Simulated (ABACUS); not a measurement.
**Energy of PtTe2 along an even scaling of the cell**

System: PtTe2 (P-3m1, 3 atoms in the cell).
Method: Kohn-Sham DFT of a periodic cell, PBE, PseudoDojo NC SR 0.4.1 PBE standard, no spin polarisation (ABACUS 3.10.1).

The 7 runs differ only in the geometry, by an even scaling of the cell at fixed fractional positions. The structure derives from an entry of the Crystallography Open Database.

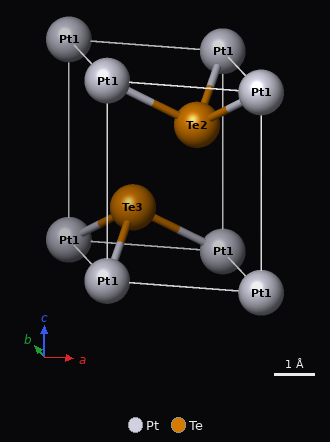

Figure 1. The structure of run 4 (ball-and-stick view of the cell of the calculation, seen slightly off an axis; atoms are numbered from 1 in the order of the input).

### Input file of run 4
```
INPUT_PARAMETERS
suffix              Te2Pt
calculation         scf
basis_type          pw
pseudo_dir          ./
symmetry            1
dft_functional      pbe
ecutwfc             84
pseudo_rcut         10
nspin               1
nbands              30
ks_solver           dav
smearing_method     fd
smearing_sigma      0.00367493
scf_thr             1e-08
scf_nmax            100
mixing_type         broyden
mixing_beta         0.7
cal_force           1
cal_stress          1
kpar                4
```

### File STRU of run 4
```
ATOMIC_SPECIES
Pt 195.0840 Pt.upf
Te 127.6000 Te.upf

LATTICE_CONSTANT
1.8897261246

LATTICE_VECTORS
4.0100000000 0.0000000000 0.0000000000
-2.0050000000 3.4727618692 0.0000000000
0.0000000000 0.0000000000 5.2010000000

ATOMIC_POSITIONS
Direct

Pt
0.0
1
0.0000000000 0.0000000000 0.0000000000 1 1 1

Te
0.0
2
0.6666666667 0.3333333333 0.7500000000 1 1 1
0.3333333333 0.6666666667 0.2500000000 1 1 1
```

### File KPT of run 4
```
K_POINTS
0
Gamma
8 8 5 0 0 0
```

Command:
```bash
OMP_NUM_THREADS=1 mpirun -np 4 abacus > log
```

Run 3 differs from it as follows:
```diff
-4.0100000000 0.0000000000 0.0000000000
--2.0050000000 3.4727618692 0.0000000000
-0.0000000000 0.0000000000 5.2010000000
+3.9830864374 0.0000000000 0.0000000000
+-1.9915432187 3.4494540403 0.0000000000
+0.0000000000 0.0000000000 5.1660929080
```

### Results, with one run withheld

| run | volume per atom (Å³) | free energy per atom, from the lowest run given (meV) | pressure (GPa) |
| --- | --- | --- | --- |
| 1 | 22.694 | 172.86 | 18.72 |
| 2 | 23.177 | 121.87 | 15.15 |
| 3 | 23.660 | ? | ? |
| 4 | 24.143 | 49.39 | 9.09 |
| 5 | 24.626 | 25.87 | 6.52 |
| 6 | 25.108 | 9.66 | 4.23 |
| 7 | 25.591 | 0.00 | 2.18 |

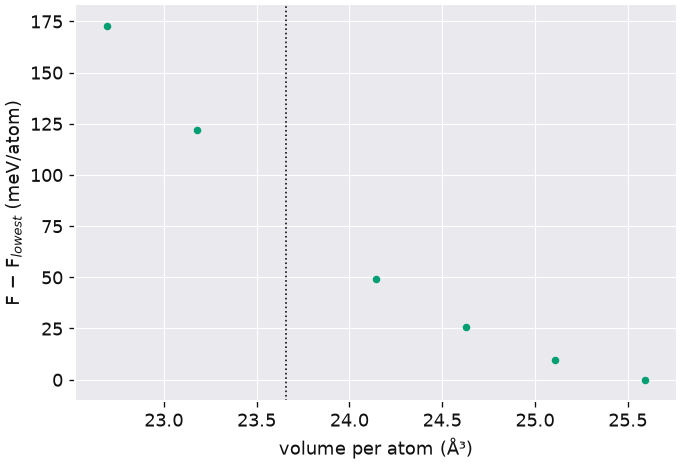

Figure 2. Free energy per atom of the runs given; the dotted line marks run 3.

Fit the runs given and predict run 3.

A cubic polynomial in V^(−2/3) (the Birch–Murnaghan form), fitted to the 6 runs given, misses them by at most 0.01 meV per atom. With x = V^(−2/3) − 0.11957 Å⁻², it reads F = 46.968 + 16793 x + 1.4169e+06 x² + 5.1236e+06 x³ (meV per atom). At run 3 it gives 81.07 meV per atom, and the run itself gives 81.07. The slope of the fit gives a pressure −dF/dV of 11.97 GPa there, and the run prints 11.95 GPa. The fit has no minimum inside this range.

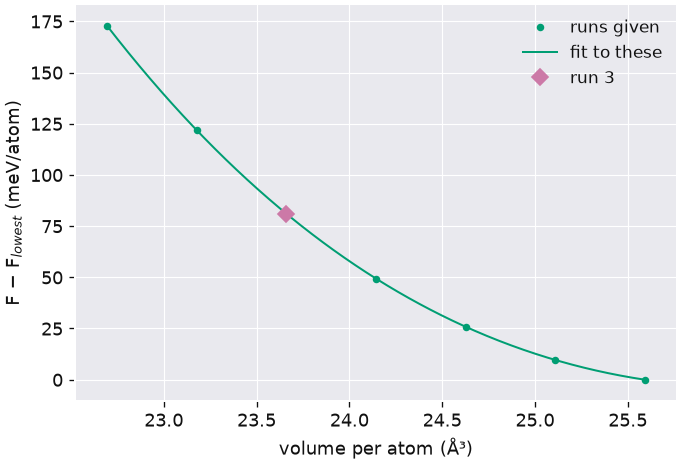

Figure 3. The fit and the withheld run.

### Some lines of the output (run 3)
```
[...]
                          Volume (Bohr^3) = 478.993
                             Volume (A^3) = 70.9793
 E_Fermi        1.1197106483         15.2344449283
 E_Fermi        1.0726230852         14.5937857653
 E_Fermi        1.1011823144         14.9823540122
 E_Fermi        1.0988589955         14.9507436372
 E_Fermi        1.0988642765         14.9508154896
 E_Fermi        1.0990003888         14.9526673918
 E_KS(sigma->0) -680.6822971068      -9261.1577683821
 E_Fermi        1.0989935260         14.9525740187
 final etot is -9261.1646845 eV
 EFERMI = 14.952574019 eV
 TOTAL-PRESSURE: 119.504783 KBAR
 !FINAL_ETOT_IS -9261.1646845181749086 eV
```

Notes: Spin–orbit coupling is left out, which matters for Pt.
